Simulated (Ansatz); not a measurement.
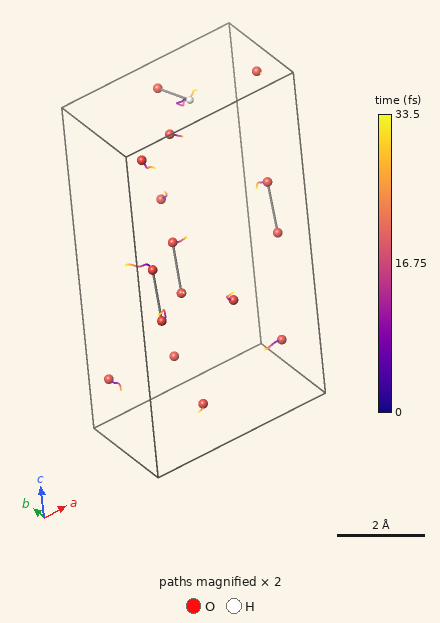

First-principles dynamics of O with an interstitial H (17 atoms in the cell), of which 34 fs are on record. Lines trace each atom's path, coloured by time; spheres stand at the starting positions. The excursions are magnified 2 times. Seen slightly off an axis in the reduced simulation cell.

Method: DFT PBE, scalar-relativistic, plane waves, PAW in Ansatz 0.2.0. Set-up: plane-wave cutoff 420 eV; k-point mesh 2 × 2 × 2; Fermi-Dirac smearing 0.02 eV; spin collinear; low-accuracy preset; Langevin thermostat (NVT); set temperature 600 K; time step 0.5 fs; friction 0.005 per fs.

Q: How do the atoms move?

A: In the second half of the run the atoms are, in the root-mean-square, this far from where they began (common drift taken out): H 0.22 Å, O 0.17 Å. The heavy atoms stay within a fraction of a molecule's size of their starting places; so short a run doesn't tell a liquid from a solid. The run was cut off by its time limit after 67 steps.

Limits of the set-up: the program's low-accuracy preset was used; the periodic images lie only 5.7 Å apart, so the values are limited by the cell's size.
